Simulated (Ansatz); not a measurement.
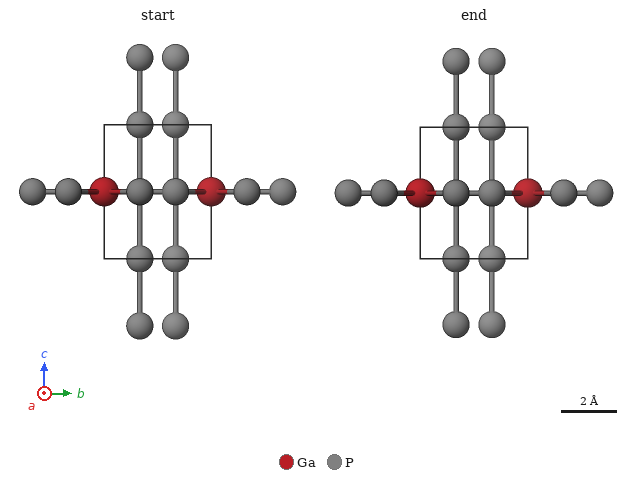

The structure of crystalline GaP₄ (a generated structure, set up in P6/mmm) before (left) and after (right) a relaxation, at one scale.

A ball-and-stick model of the cell of the calculation, seen along the a axis.

These are results of DFT PBE, scalar-relativistic, plane waves, PAW in Ansatz 0.2.0, not measurements. Settings: plane-wave cutoff 420 eV; k-point mesh 12 × 12 × 8; occupations gaussian; smearing width 0.1 eV; no spin polarisation; cell and atoms relaxed; force threshold 0.01 eV/Å; at most 80 steps.

**Describe what moved and what it gained.**

The atoms keep their places relative to the cell (all moves are under 0.005 Å). The drawn cell changes as follows: a = b 4.528 → 4.555 Å (+0.6 %), c 4.911 → 4.816 Å (−1.9 %); the volume changes by −0.8 %. Some distances before and after: P–P 2.455 → 2.408 Å, Ga–P 2.614 → 2.630 Å. The space group stays P6/mmm (No. 191). The energy falls by 5.6 meV per atom in 3 accepted moves (4 points after the start). All forces vanish by symmetry, so only the cell relaxes. Pressure: −0.40 GPa at the start and 0.00 GPa at the end. At 1 point the geometry stayed and the basis and grid were re-selected for the new cell (energy shift of less than 0.05 meV per atom at most each time). The run took 2.3 min on 1 thread of Intel(R) Xeon(R) Processor @ 2.50GHz (Skylake/Cascade Lake) (shared host), peak memory 0.48 GiB.
